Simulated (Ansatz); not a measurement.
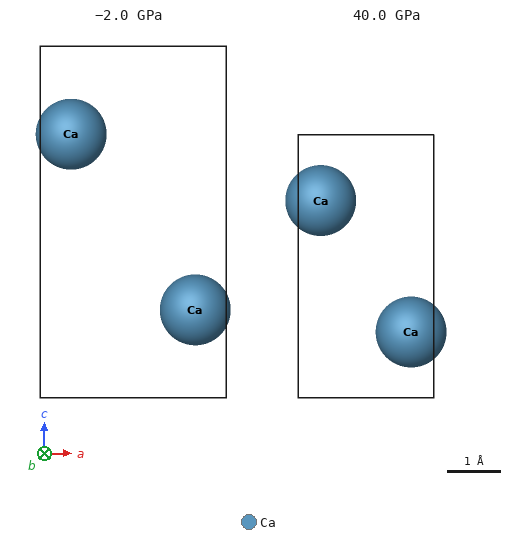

Solid Ca (set up in Cmcm), relaxed (cell and atoms) at several target pressures. The picture shows the first and the last member. Style: ball-and-stick. Shown: the cell of the calculation, along the b axis.

Computed with Ansatz 0.2.0: DFT PBE, scalar-relativistic, plane waves, PAW. (plane-wave cutoff 420 eV; k-point mesh 12 × 12 × 8 at −2.0 to 2.0, 15 × 15 × 8 at 5.0 to 40.0 GPa; occupations gaussian; smearing width 0.1 eV; no spin polarisation; cell and atoms relaxed; force threshold 0.008 eV/Å)

| pressure (GPa) | volume (Å³/atom) | a (Å) | c (Å) |
| --- | --- | --- | --- |
| −2.0 | 49.090 | 4.109 | 6.716 |
| 0.0 | 42.418 | 3.906 | 6.420 |
| 2.0 | 38.418 | 3.774 | 6.229 |
| 5.0 | 34.445 | 3.631 | 6.034 |
| 10.0 | ? | ? | ? |
| 20.0 | 24.904 | 3.248 | 5.453 |
| 40.0 | 19.474 | 2.992 | 5.025 |

Question: Estimate the missing row from the others, and compare with the calculation.

Answer: Murnaghan's form V = V₀(1 + B′P/B₀)^(−1/B′), with V₀ = 42.418 Å³ from the row at zero pressure, fits the other rows with B₀ = 17.0 GPa and B′ = 2.56 (largest miss 0.378 Å³). At 10.0 GPa it gives 42.418 × (1 + 2.56 × 10.0/17.0)^(−1/2.56) = 29.628 Å³ per atom. The calculation gives 30.044 Å³/atom (a = 3.468 Å, c = 5.771 Å). The estimate is 0.416 Å³/atom too low. From the first member to the last: Ca–Ca 4.109 → 2.992 Å, Ca–Ca 4.111 → 3.049 Å.

The whole series:

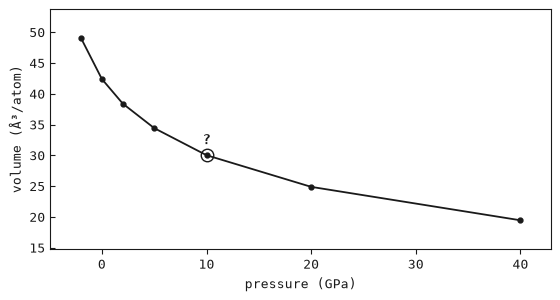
